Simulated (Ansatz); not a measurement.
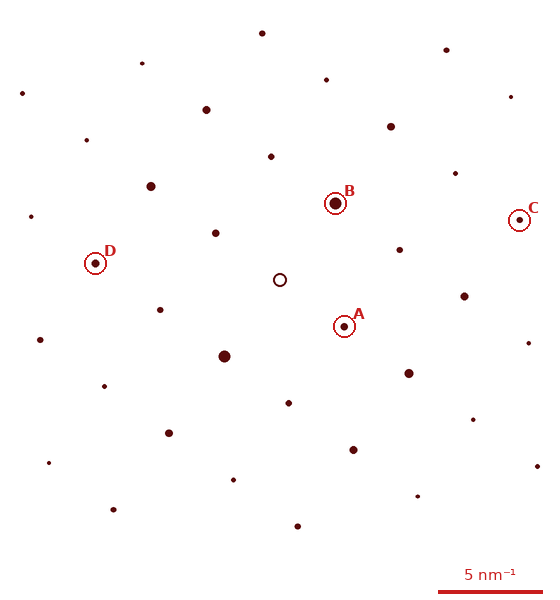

The pattern is a kinematic simulation for 300 kV electrons (no multiple scattering; isotropic B = 1 Å²). The zone axis points towards the electron source and the pattern is seen from the source side.

Pd, space group P6/mmm (No. 191), a = 4.384 Å, c = 2.608 Å (hexagonal axes). Structure: the input geometry of an electronic-structure calculation (not necessarily at equilibrium); the starting structure was generated, so it need not be a known form of this composition.

Spot A is indexed 0 0 -1 and spot B -1 2 0.

What are the indices of the remaining marked spots?

C = 2A + 2B = -2 4 -2 (d = 0.839 Å). D = −2A − B = 1 -2 2 (d = 1.121 Å).

Give [uvw].

The cross product of A and B is parallel to [210]; every spot obeys hu + kv + lw = 0.
